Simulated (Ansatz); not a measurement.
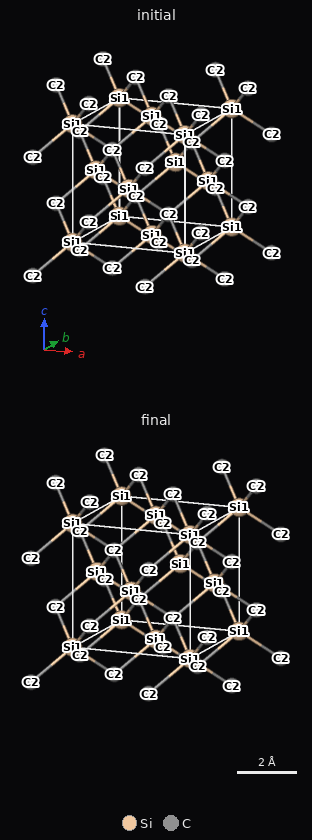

The structure of crystalline SiC (built on the zincblende type) before (top) and after (bottom) a relaxation, at one scale.

A ball-and-stick model of the conventional cell (4 times the calculation's cell), seen slightly off an axis. Lengths and directions refer to the drawn axes.

All numbers below come from DFT, PBE, plane waves, PAW in Ansatz 0.2.0. Settings: plane-wave cutoff 420 eV; k-point mesh 10 × 10 × 10; occupations fermi dirac; smearing width 0.02 eV; no spin polarisation; cell and atoms relaxed; force threshold 0.005 eV/Å.

### Describe what moved and what it gained.

No atom moves by more than 0.005 Å relative to the cell. The volume changes by +14.7 %, with a = b = c 4.183 → 4.380 Å (+4.7 %). Near-neighbour distances that change, for instance: Si1–C2 1.811 → 1.896 Å. The space group stays F-43m (No. 216). After 4 accepted moves (6 points after the start) the energy has fallen by 144 meV per atom. All forces vanish by symmetry, so only the cell relaxes. Pressure: 38.17 GPa at the start and 0.03 GPa at the end. The SCF was repeated twice at an unchanged geometry on a basis and grid sized afresh for the cell, which shifted the energy by 4.7 meV per atom at most.
